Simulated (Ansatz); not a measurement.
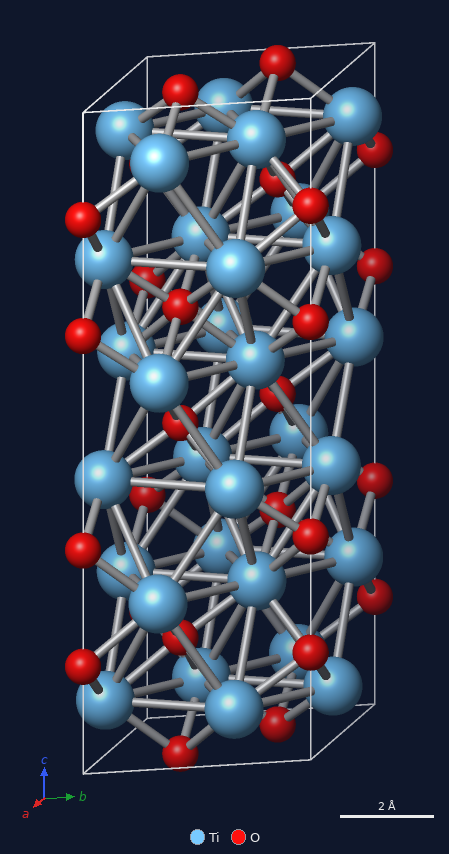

Ball-and-stick drawing of the structure, looking slightly off an axis. Thin lines show the conventional unit cell, with boundary atoms drawn in all their periodic places. Cell: a = 5.058 Å, b = 5.058 Å, c = 14.714 Å, α = 90.00°, β = 90.00°, γ = 120.00°.

Explain the picture.

Its composition is Ti$_{3}$O$_{2}$. Its lattice is rhombohedral (trigonal R), its space group R-3c (No. 167). The cell has 30 atoms, namely 18 Ti, 12 O. Neighbours within bonding distance: Ti 16 and O 6.

The starting point was a structure listed in the Materials Project. Earlier steps of the study, as a rule a relaxation of our own, may have changed the cell and positions, so they can lie some per cent off the listed ones. A calculation with Ansatz used it as input.
